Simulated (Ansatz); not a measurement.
System: a slab cut from BN (slab content B₁₈N₁₈), space group P6_3/mmc (No. 194).

Structure:
```xyz
4
Lattice="2.5043 0.0000 0.0000 -1.2522 2.1688 0.0000 0.0000 0.0000 7.0191" Properties=species:S:1:pos:R:3 pbc="T T T"
B     0.0000    1.4459    1.7548
B     1.2522    0.7229    5.2643
N     0.0000    1.4459    5.2643
N     1.2522    0.7229    1.7548
```

Computed with Ansatz 0.2.0: spacing and rumpling of the atomic planes of a slab cut from the relaxed bulk cell along the Miller plane (conventional indices), bottom to top, after all atoms relax, plane waves with PAW datasets, Γ-centred k mesh. Level: PBEsol, no spin polarisation.

| setting | value |
| --- | --- |
| space group in which the indices count | 194 |
| Miller index h | 1 |
| Miller index k | 1 |
| Miller index l | 0 |
| top plane | BN |
| bottom plane | BN |
| planes | 9 |
| surface cell | (1, 1) |
| slab thickness as cut | 10.02 Å |
| vacuum | 15 Å |
| surface area | 30.45 Å² |
| surface a | 4.338 Å |
| surface b | 7.019 Å |
| surface angle | 90 ° |
| slab atoms | 36 |
| wave cutoff | 420 eV |
| k mesh | 6×4×1 |
| occupations | Gaussian |
| smearing width | 0.05 eV |
| boundary | dipole corrected |

Predict the spacing change of each pair of planes. The cases: 1–2; 2–3; 3–4; 4–5; 5–6; 6–7; 7–8; 8–9.

The least value, −0.130 Å, is that of 1–2 and 8–9, and the largest, 0.034 Å, that of 2–3 and 7–8.

```csv
pair of planes,spacing change (Å),spacing to next (Å)
1–2,-0.130,1.122
2–3,0.034,1.287
3–4,-0.005,1.247
4–5,0.001,1.253
5–6,0.001,1.253
6–7,-0.005,1.247
7–8,0.034,1.287
8–9,-0.130,1.122
```

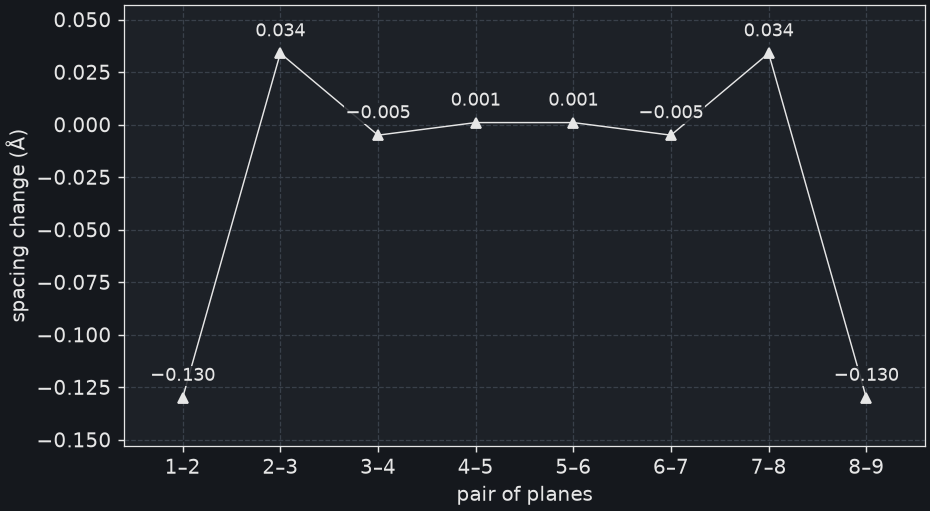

Note: xc potential rough in thin density.
